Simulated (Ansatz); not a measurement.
## Two runs on CoSn

System: CoSn (P6/mmm, 6 atoms in the cell).
Method of run A: DFT PBE, scalar-relativistic, plane waves, PAW, no spin polarisation (Ansatz 0.2.0).

The structure derives from a Materials Project entry. Text and figures count atoms from 1; the logs count them from 0 in places.

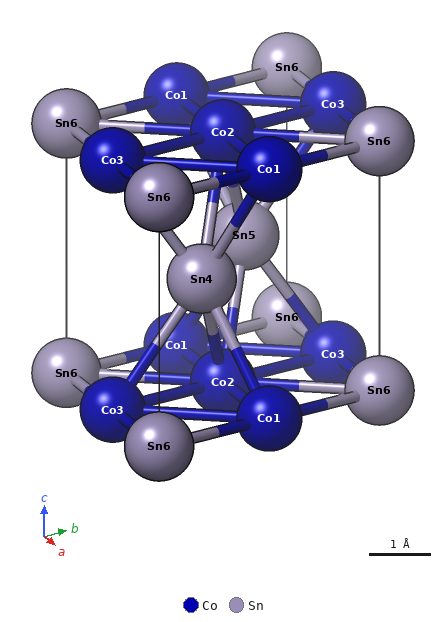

Figure 1. The structure (ball-and-stick view of the cell of the calculation, seen slightly off an axis; atoms are numbered from 1 in the order of the input). Near neighbours in the crystal (not all of them lie inside the picture): Co has 4 Co at 2.65 Å and 6 Sn at 2.61 to 2.65 Å; Sn has 6 Co at 2.61 to 2.65 Å.

### The input, run A
```yaml
crystal:
  lattice:
    - [5.2965850012, 0.0, 0.0]
    - [-2.6482925006, 4.5869771644, 0.0]
    - [0.0, 0.0, 4.2302876765]
  atoms:
    - { symbol: Co, position: [0.0, 0.5, 0.0] }
    - { symbol: Co, position: [0.5, 0.5, 0.0] }
    - { symbol: Co, position: [0.5, 0.0, 0.0] }
    - { symbol: Sn, position: [0.6666666667, 0.3333333333, 0.5] }
    - { symbol: Sn, position: [0.3333333333, 0.6666666667, 0.5] }
    - { symbol: Sn, position: [0.0, 0.0, 0.0] }
basis:
  ecutwfc: 420
kpoints:
  mp_grid: { grid: [12, 12, 8] }
hamiltonian:
  xc: pbe
scf:
  occupations: { method: gaussian, width: 0.1 }
output:
  forces: true
  stress: true
  eigenvalues: true
```

Launched with:
```bash
ansatz run input.yaml --threads 1 --pin off --max-ram 2560MiB --backend cpu --events-out ev --progress --plain --runs-dir out
```

Hardware: 1 thread of Intel Xeon @ 2.90GHz (Ice Lake), 64 GiB of memory available, shared host.

### Output, shortened to warnings, some set-up lines, iterations and results (run A)
```
Basis set: ecut = 420 eV, 2025 PW (Γ), exchange–correlation on 72×72×60 points (8 copies of the dense FFT grid, shifted against one another)
Symmetry: 24 space group operations
k-points: 95 of 1152
Initial density: superposition of atomic densities (neutral atoms: chi_scale 0, normalization atom), corrected by the library's trained network
[...]
SCF iter   1: F=—  HF=-33451.635672 eV  |F-HF|=—  |Δ(HF+E_count)|=         —  Δρ=1.02e-2  dr2=1.03e-1  ethr=1.77e-3  ⟨swp⟩=6.7  Hψ=20739  notcnv=0  defer=24
SCF iter   2: F=—  HF=-33451.676984 eV  |F-HF|=—  |Δ(HF+E_count)|=   4.13e-2  Δρ=2.64e-2  dr2=5.47e-1  ethr=1.10e-4  ⟨swp⟩=2.0  Hψ=8434  notcnv=0  defer=234
SCF iter   3: F=—  HF=-33451.626246 eV  |F-HF|=—  |Δ(HF+E_count)|=   5.07e-2  Δρ=6.39e-3  dr2=2.73e-2  ethr=1.10e-4  ⟨swp⟩=2.1  Hψ=9463  notcnv=0  defer=234
SCF iter   4: F=—  HF=-33451.623106 eV  |F-HF|=—  |Δ(HF+E_count)|=   3.14e-3  Δρ=4.55e-4  dr2=1.93e-4  ethr=2.94e-5  ⟨swp⟩=2.0  Hψ=6825  notcnv=0  defer=56
SCF iter   5: F=—  HF=-33451.623134 eV  |F-HF|=—  |Δ(HF+E_count)|=   2.88e-5  Δρ=1.43e-4  dr2=1.80e-5  ethr=2.07e-7  ⟨swp⟩=2.0  Hψ=8311  notcnv=0  defer=56
SCF iter   6: F=—  HF=-33451.623113 eV  |F-HF|=—  |Δ(HF+E_count)|=   2.13e-5  Δρ=4.41e-5  dr2=1.29e-6  ethr=1.94e-8  ⟨swp⟩=2.0  Hψ=8321  notcnv=0  defer=52
SCF iter   7: F=—  HF=-33451.623114 eV  |F-HF|=—  |Δ(HF+E_count)|=   5.91e-7  Δρ=4.77e-5  dr2=1.58e-6  ethr=1.39e-9  ⟨swp⟩=2.0  Hψ=8274  notcnv=0  defer=52
SCF iter   8: F=—  HF=-33451.623114 eV  |F-HF|=—  |Δ(HF+E_count)|=   9.34e-8  Δρ=1.21e-5  dr2=1.05e-7  ethr=1.39e-9  ⟨swp⟩=2.0  Hψ=6003  notcnv=0  defer=52
SCF iter   9: F=-33451.623114 eV  HF=-33451.623114 eV  |F-HF|=8.00e-10  |Δ(HF+E_count)|=   1.76e-9  Δρ=1.08e-6  dr2=1.23e-9  ethr=1.08e-10  ⟨swp⟩=9.0  Hψ=20174  notcnv=0
SCF 1 converged in 9 iterations: F = -33451.623114 eV  dr2 = 1.23e-9
SCF converged after 9 iterations
Free energy (F): -33451.623114 eV
Harris-Foulkes:  -33451.623114 eV  (|F-HF|=8.00e-10)
Internal energy: -33451.610686 eV  (E = F + TS)
E sigma→0 (E₀):  -33451.616900 eV
Entropy (-TS):   -0.012427 eV (-2.071 meV/atom)
Fermi energy:    14.599640 eV
--- Per-component energies (eV) ---
  E_band       = -994.041242
  E_kinetic    = 1931.094220
  E_local      = -13448.993947  (includes V_loc(G=0)·N_el)
  E_nonlocal   = 1282.226515
  E_hartree    = 6354.594728
  E_xc         = -1623.831188
  E_vxc        = -903.678651  (∫ρ·V_xc dr)
  E_paw        = -16973.350520  (= ΣΔE_a)
  E_vpaw       = -2563.874525  (= ΣTr[D̂ρ^β])
  E_aug_tail   = 0.000241  (compensation charges beyond the density's cutoff)
  E_ewald      = -10973.350736
  E_smearing   = -0.012427  (= −TS)
  E_closure    = 0.000000  (closes the sum)
  Σ components = -33451.623114   (vs F -33451.623114, Δ=0.00e0)
--- Forces (eV/Å), atoms counted from 1 ---
  atom   1  Co     0.00000000     0.00000000     0.00000000
  atom   2  Co     0.00000000     0.00000000     0.00000000
  atom   3  Co    -0.00000000     0.00000000     0.00000000
  atom   4  Sn    -0.00000000    -0.00000000     0.00000000
  atom   5  Sn     0.00000000     0.00000000     0.00000000
  atom   6  Sn     0.00000000     0.00000000     0.00000000
  max |Σ_I F_I| component: 9.25e-18 eV/Å
--- Stress (GPa, compression-positive) ---
       -0.034177      -0.000000       0.000000
        0.000000      -0.034177       0.000000
        0.000000       0.000000      -0.001697
  P = ⅓ Tr σ = -0.0234 GPa (-0.234 kbar)
```

The input of run B differs as follows (lines with − go, lines with + come):
```diff
-    - [5.2965850012, 0.0, 0.0]
-    - [-2.6482925006, 4.5869771644, 0.0]
-    - [0.0, 0.0, 4.2302876765]
+    - [5.4025167013, 0.0, 0.0]
+    - [-2.7012583506, 4.6787167077, 0.0]
+    - [0.0, 0.0, 4.1898176733]
-  ecutwfc: 420
+  ecutwfc: "44.1 Ry"
```

Predict how the results change.

With the same functional and potentials, run B lies 9.2 meV per atom higher (other lines of the input change too). The pressure goes from −0.02 to −3.50 GPa. The volume per atom goes from 17.13 to 17.65 Å³. The SCF takes 8 iterations against 9. The plane waves at Γ go from 2025 to 3557. On the same kind of shared host run B took about 1.8 times as long.

### Output, shortened to warnings, some set-up lines, iterations and results (run B)
```
Basis set: ecut = 600.0110667240353 eV, 3557 PW (Γ), exchange–correlation on 90×90×72 points (8 copies of the dense FFT grid, shifted against one another)
Symmetry: 24 space group operations
k-points: 95 of 1152
Initial density: superposition of atomic densities (neutral atoms: chi_scale 0, normalization atom), corrected by the library's trained network
[...]
SCF iter   1: F=—  HF=-33451.578581 eV  |F-HF|=—  |Δ(HF+E_count)|=         —  Δρ=9.26e-3  dr2=9.32e-2  ethr=1.77e-3  ⟨swp⟩=6.8  Hψ=21269  notcnv=0  defer=31
SCF iter   2: F=—  HF=-33451.600617 eV  |F-HF|=—  |Δ(HF+E_count)|=   2.20e-2  Δρ=2.02e-2  dr2=3.30e-1  ethr=1.00e-4  ⟨swp⟩=2.0  Hψ=8278  notcnv=0  defer=238
SCF iter   3: F=—  HF=-33451.572080 eV  |F-HF|=—  |Δ(HF+E_count)|=   2.85e-2  Δρ=6.97e-3  dr2=3.40e-2  ethr=1.00e-4  ⟨swp⟩=2.0  Hψ=7246  notcnv=0  defer=238
SCF iter   4: F=—  HF=-33451.568181 eV  |F-HF|=—  |Δ(HF+E_count)|=   3.90e-3  Δρ=7.19e-4  dr2=4.89e-4  ethr=3.65e-5  ⟨swp⟩=2.0  Hψ=7049  notcnv=0  defer=59
SCF iter   5: F=—  HF=-33451.568173 eV  |F-HF|=—  |Δ(HF+E_count)|=   7.17e-6  Δρ=1.26e-4  dr2=1.84e-5  ethr=5.26e-7  ⟨swp⟩=2.0  Hψ=6807  notcnv=0  defer=58
SCF iter   6: F=—  HF=-33451.568134 eV  |F-HF|=—  |Δ(HF+E_count)|=   3.90e-5  Δρ=2.92e-5  dr2=7.09e-7  ethr=1.98e-8  ⟨swp⟩=2.0  Hψ=8181  notcnv=0  defer=58
SCF iter   7: F=—  HF=-33451.568135 eV  |F-HF|=—  |Δ(HF+E_count)|=   1.05e-6  Δρ=3.42e-5  dr2=9.03e-7  ethr=1.08e-10  ⟨swp⟩=10.2  Hψ=26425  notcnv=0
SCF iter   8: F=-33451.568135 eV  HF=-33451.568135 eV  |F-HF|=2.64e-8  |Δ(HF+E_count)|=   5.90e-9  Δρ=6.66e-6  dr2=3.32e-8  ethr=1.08e-10  ⟨swp⟩=3.5  Hψ=21121  notcnv=0
SCF 1 converged in 8 iterations: F = -33451.568135 eV  dr2 = 3.32e-8
SCF converged after 8 iterations
Free energy (F): -33451.568135 eV
Harris-Foulkes:  -33451.568135 eV  (|F-HF|=2.64e-8)
Internal energy: -33451.557561 eV  (E = F + TS)
E sigma→0 (E₀):  -33451.562848 eV
Entropy (-TS):   -0.010574 eV (-1.762 meV/atom)
Fermi energy:    14.060459 eV
--- Per-component energies (eV) ---
  E_band       = -1042.451311
  E_kinetic    = 1927.134840
  E_local      = -13590.479909  (includes V_loc(G=0)·N_el)
  E_nonlocal   = 1284.095487
  E_hartree    = 6401.957524
  E_xc         = -1622.101496
  E_vxc        = -901.285173  (∫ρ·V_xc dr)
  E_paw        = -16974.231150  (= ΣΔE_a)
  E_vpaw       = -2565.805317  (= ΣTr[D̂ρ^β])
  E_aug_tail   = 0.000097  (compensation charges beyond the density's cutoff)
  E_ewald      = -10877.932954
  E_smearing   = -0.010574  (= −TS)
  E_closure    = 0.000000  (closes the sum)
  Σ components = -33451.568135   (vs F -33451.568135, Δ=0.00e0)
--- Forces (eV/Å), atoms counted from 1 ---
  atom   1  Co     0.00000000     0.00000000     0.00000000
  atom   2  Co     0.00000000     0.00000000    -0.00000000
  atom   3  Co     0.00000000     0.00000000    -0.00000000
  atom   4  Sn     0.00000000     0.00000000     0.00000000
  atom   5  Sn    -0.00000000     0.00000000    -0.00000000
  atom   6  Sn     0.00000000    -0.00000000     0.00000000
  max |Σ_I F_I| component: 1.85e-17 eV/Å
--- Stress (GPa, compression-positive) ---
       -5.223696       0.000000      -0.000000
        0.000000      -5.223696       0.000000
       -0.000000       0.000000      -0.046555
  P = ⅓ Tr σ = -3.4980 GPa (-34.980 kbar)
```

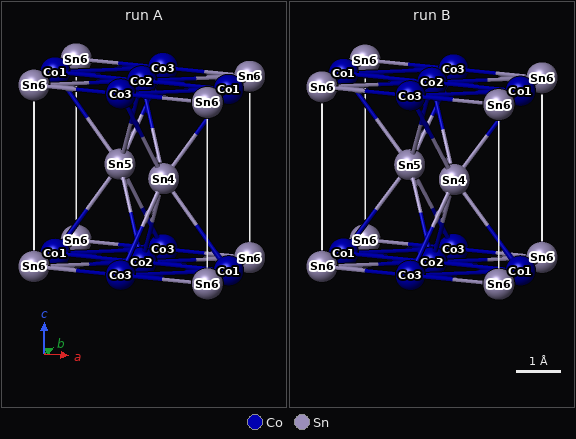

Figure 2. The two input geometries at one scale (ball-and-stick view of the cell of the calculation, seen slightly off an axis). No atom moves by more than 0.005 Å relative to the cell. Cell: a = b 5.297 → 5.403 Å (+2.0 %), c 4.230 → 4.190 Å (−1.0 %). Volume +3.0 %. Among the contacts that change: Co1–Co2 2.648 → 2.701 Å, Co1–Sn6 2.648 → 2.701 Å.

### The two runs side by side

| quantity | run A | run B |
| --- | --- | --- |
| outcome | converged | converged |
| free energy per atom (eV) | −5575.2705 | −5575.2614 |
| energy per atom, smearing taken to zero (eV) | −5575.2695 | −5575.2605 |
| gap on the mesh (eV) | 0.00 | 0.00 |
| pressure (GPa) | −0.02 | −3.50 |
| volume per atom (Å³) | 17.13 | 17.65 |
| largest force (eV/Å) | 0.000 | 0.000 |
| SCF iterations | 9 | 8 |
| irreducible k-points | 95 | 95 |
| plane waves at Γ | 2025 | 3557 |
| wall time (shared host) | 23 s | 41 s |

For both runs: The run has no spin polarisation, so a magnetic state may lie lower.
